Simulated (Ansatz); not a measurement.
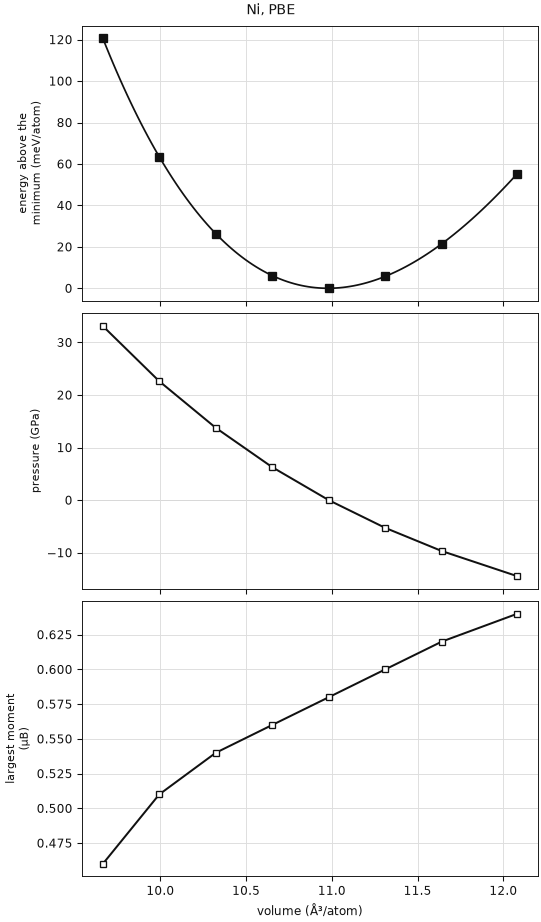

Plotted: energy above the minimum, pressure and largest moment against volume for Ni, space group Im-3m (No. 229).

Cell as given: a = 2.425 Å, b = 2.425 Å, c = 2.425 Å, α = 109.47°, β = 109.47°, γ = 109.47°; 1 atom.

Computed with Ansatz 0.2.0: third-order Birch-Murnaghan fit to density functional energies at scaled volumes of the given relaxed cell, shape and atoms relaxed at each volume; energies count from the fitted minimum; plane waves with PAW datasets, Γ-centred k mesh. Level: PBE, collinear spin. The state reached is ferromagnetic.

```json
{"setting": "wave cutoff", "value": "420 eV"}
{"setting": "k mesh", "value": "22×22×22"}
{"setting": "occupations", "value": "Gaussian"}
{"setting": "smearing width", "value": "0.1 eV"}
```

What equilibrium volume and bulk modulus follow from the curve?

A third-order Birch–Murnaghan fit gives V0 = 10.98 Å³/atom, B0 = 192 GPa and B′ = 4.8.

Read off the course of the pressure.

It falls from 33.13 GPa at volume 9.664 Å³/atom to −14.46 GPa at 12.080 Å³/atom, and changes sign near 10.98 Å³/atom.

Read off the course of the largest moment.

It rises from 0.46 μB at volume 9.664 Å³/atom to 0.64 μB at 12.080 Å³/atom.
